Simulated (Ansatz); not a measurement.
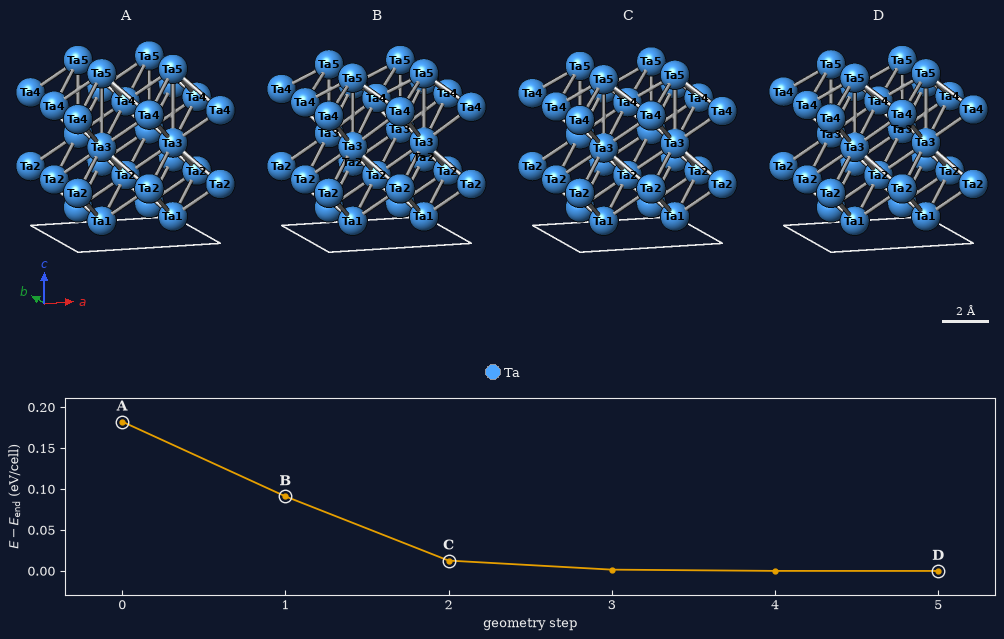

Frames of a constrained relaxation of a slab of composition Ta (cut from the Im-3m phase), marked on the history of the run. The picture is a ball-and-stick view of the 2 × 2 repeat of the cell, outlined in the plane, without the vacuum, seen slightly off an axis.

Case: clean slab, lower half held. The slab is the (1 0 0) face of Ta. 2 atoms are held fixed.

Level of theory: DFT PBEsol, scalar-relativistic, plane waves, PAW (Ansatz).

The input:
```yaml
crystal:
  lattice:
    - [3.2805195243, 0.0, 0.0]
    - [0.0, 3.2805195243, 0.0]
    - [0.0, 0.0, 23.5610390486]
  atoms:
    - { symbol: Ta, position: [0.5, 0.5, 0.3607650742] }
    - { symbol: Ta, position: [0.0, 0.0, 0.4303825371] }
    - { symbol: Ta, position: [0.5, 0.5, 0.5] }
    - { symbol: Ta, position: [0.0, 0.0, 0.5696174629] }
    - { symbol: Ta, position: [0.5, 0.5, 0.6392349258] }
basis:
  ecutwfc: 420
kpoints:
  mp_grid: { grid: [9, 9, 1] }
hamiltonian:
  xc: pbesol
scf:
  occupations: { method: gaussian, width: 0.1 }
output:
  forces: true
  eigenvalues: true
  write_density: true
  write_potential: true
  elf: true
  volumetric_format: npy
relax:
  adjacent_minimum: "off"
  f_tol: 0.03
  max_steps: 70
  constraints: [{ sites: [0, 1] }]
efield:
  axis: 3
  dipole_correction: true
  ramp_width: 0.04
```

Run as
```bash
ansatz run input.yaml --threads 1 --pin off --max-ram 3072MiB --backend cpu --events-out ev --progress --plain --runs-dir out
```

### Describe the path.

The energy falls by 0.182 eV per cell of the calculation in 5 geometry steps. The largest force component goes from 1.5 to 0.0013 eV/Å. Ta5 moves most: 0.20 Å along the normal (−c). The lattice vectors keep their values. Among the contacts that change: Ta3–Ta5 3.281 → 3.077 Å, Ta4–Ta5 2.841 → 2.715 Å, Ta2–Ta4 3.281 → 3.313 Å, Ta3–Ta4 2.841 → 2.856 Å. Among the angles between lasting bonds that change: Ta4–Ta5–Ta4 109.5° → 117.4°, Ta4–Ta5–Ta4 70.5° → 74.3°. From step 0 to 1: Ta5 moves most (0.20 Å), energy −91.3 meV per cell of the calculation. From step 1 to 2: Ta4 moves most (0.19 Å), energy −78.4 meV per cell of the calculation. From step 2 to 5: Ta atoms move most (0.07 Å), energy −12.7 meV per cell of the calculation.

```tsv
step	E − E(0), meV/atom	largest force component, eV/Å
0	0.00	1.4897
1	-18.25	1.6284
2	-33.94	0.3104
3	-36.16	0.1515
4	-36.47	0.0303
5	-36.48	0.0013
```
